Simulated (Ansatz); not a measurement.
**Li₅NbO₅: density, localisation and related maps**

Input

```
crystal:
  lattice:
    - [2.8265301443, -4.5958592236, 0.001576777]
    - [2.8265301443, 4.5958592236, 0.001576777]
    - [-2.2375482476, 0.0, 8.6603431548]
  atoms:
    - { symbol: Li, position: [0.0479322811, 0.7010144538, 0.4398605493] }
    - { symbol: Li, position: [0.7733823324, 0.5455153771, 0.0432150868] }
    - { symbol: Li, position: [0.3315930403, 0.6684069597, 0.25] }
    - { symbol: Li, position: [0.7010144538, 0.0479322811, 0.9398605493] }
    - { symbol: Li, position: [0.5455153771, 0.7733823324, 0.5432150868] }
    - { symbol: Li, position: [0.4544846229, 0.2266176676, 0.4567849132] }
    - { symbol: Li, position: [0.2989855462, 0.9520677189, 0.0601394507] }
    - { symbol: Li, position: [0.6684069597, 0.3315930403, 0.75] }
    - { symbol: Li, position: [0.2266176676, 0.4544846229, 0.9567849132] }
    - { symbol: Li, position: [0.9520677189, 0.2989855462, 0.5601394507] }
    - { symbol: Nb, position: [0.9126554002, 0.0873445998, 0.25] }
    - { symbol: Nb, position: [0.0873445998, 0.9126554002, 0.75] }
    - { symbol: O, position: [0.9889288446, 0.3279792621, 0.1065367815] }
    - { symbol: O, position: [0.2016308473, 0.426071631, 0.4123062179] }
    - { symbol: O, position: [0.3279792621, 0.9889288446, 0.6065367815] }
    - { symbol: O, position: [0.426071631, 0.2016308473, 0.9123062179] }
    - { symbol: O, position: [0.1150157494, 0.8849842506, 0.25] }
    - { symbol: O, position: [0.8849842506, 0.1150157494, 0.75] }
    - { symbol: O, position: [0.573928369, 0.7983691527, 0.0876937821] }
    - { symbol: O, position: [0.6720207379, 0.0110711554, 0.3934632185] }
    - { symbol: O, position: [0.7983691527, 0.573928369, 0.5876937821] }
    - { symbol: O, position: [0.0110711554, 0.6720207379, 0.8934632185] }
basis:
  ecutwfc: 420
kpoints:
  mp_grid: { grid: [6, 6, 4] }
  band_path:
    path:
      - [[0.0, 0.0, 0.0], [-0.5, 0.5, 0.0], [-0.5, 0.5, 0.5], [0.0, 0.0, 0.5], [0.0, 0.0, 0.0]]
      - [[-0.5, 0.0, 0.5], [0.0, 0.0, 0.0], [-0.5, 0.0, 0.0]]
    npoints: 10
hamiltonian:
  xc: pbesol
scf:
  occupations: { method: gaussian, width: 0.02 }
  n_extra_bands: 55
output:
  forces: true
  stress: true
  eigenvalues: true
  populations: true
  dos: { projected: true, de: 0.02, nscf_kmesh: { grid: [9, 9, 6] } }
  bader: false
  write_density: true
  write_potential: true
  elf: true
  volumetric_format: npy
```

Launched as:

```sh
ansatz run input.yaml --threads 4 --pin off --max-ram 10240MiB --backend cpu --events-out ev --progress --plain --runs-dir out
```

Below, planes, directions and counts refer to the conventional cell (a = 5.65 Å, b = 9.19 Å, c = 8.94 Å, α = 90.00°, β = 104.45°, γ = 90.00°).

Space group C2/c; a structure from a database of computed crystals, not necessarily the ambient phase.

The calculation used DFT PBEsol, scalar-relativistic, plane waves, PAW in Ansatz 0.2.0.

In a PAW calculation such maps are meaningful between the atoms, not at the nuclei.

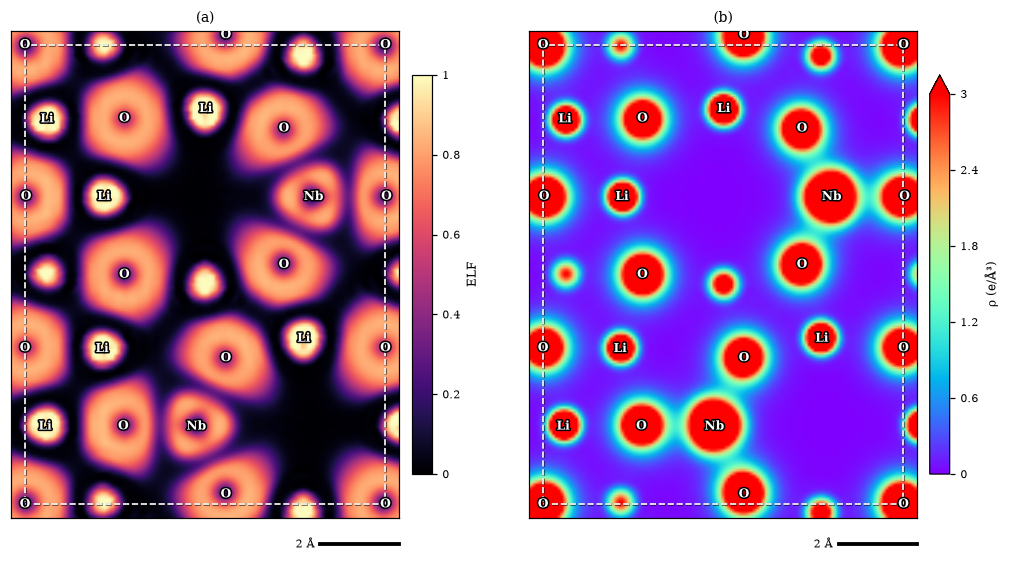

Figure 1. (a) ELF; (b) valence electron density on the (101) plane of the conventional cell.

Q: Interpret the plot.

A:
- The section cuts through Li, Nb and O sites.
- Atoms just off the plane (Li, 0.3 Å away) can leave unmarked features too.
- Nb–O (1.86 Å): the density is about 1.2 e/Å³ at the midpoint; the ELF peaks at about 0.80 in the valence shell of O, 0.6 Å from its nucleus, and drops to about 0.30 between the two atoms.
- Li–O (1.95 Å): ρ is about 0.36 e/Å³ halfway; the ELF peaks at about 0.85 in the valence shell of O, 0.6 Å from its nucleus, and falls to about 0 next to Li; an ionic contact with no shared pair.
- Li–O (1.99 Å): ρ is about 0.33 e/Å³ halfway; the ELF peaks at about 0.85 in the valence shell of O, 0.5 Å from its nucleus, and falls to about 0 next to Li; a largely ionic contact.
- Li–O (2.06 Å): the density is about 0.3 e/Å³ at the midpoint; the ELF peaks at about 0.85 in the valence shell of O, 0.6 Å from its nucleus, and falls to about 0 next to Li: an ionic contact with no shared pair.
- Li–O (2.11 Å): ρ is about 0.26 e/Å³ halfway; the ELF peaks at about 0.85 in the valence shell of O, 0.6 Å from its nucleus, and falls to about 0 next to Li; a closed-shell, largely ionic contact.
- Between the atoms the lowest density in this plane is 0.006 e/Å³.
- The features right at Li and Nb lie inside the PAW spheres, where the map follows smoothed inner orbitals and isn't to be read closely.

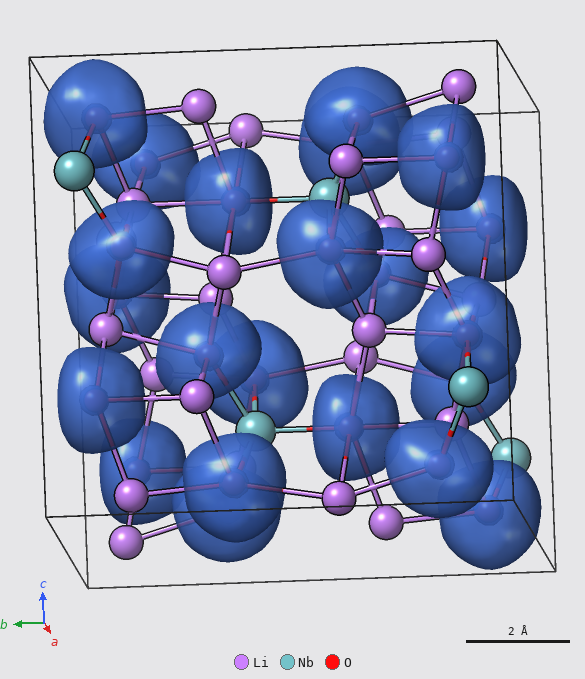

Figure 2. Isosurface of the ELF at 0.6 (blue), seen at an oblique angle. Core shells and regions of very low density are left out. Sticks mark near contacts.

Q: Where are the electrons localised?

A: At this value the surface marks out 20 regions wrapped around O (the valence shell of each), counted in one cell of 44 atoms. Regions shared between cells count once.


 Li–O (1.90 Å): the ELF peaks at about 0.85 in the valence shell of O, 0.6 Å from its nucleus, and falls to about 0.05 next to Li (an ionic contact with no shared pair).

Q: Does the calculation give a band gap?

A: It is gapped, with a Kohn–Sham gap of 4.0 eV on the k-point mesh, an upper bound to the gap of this method.
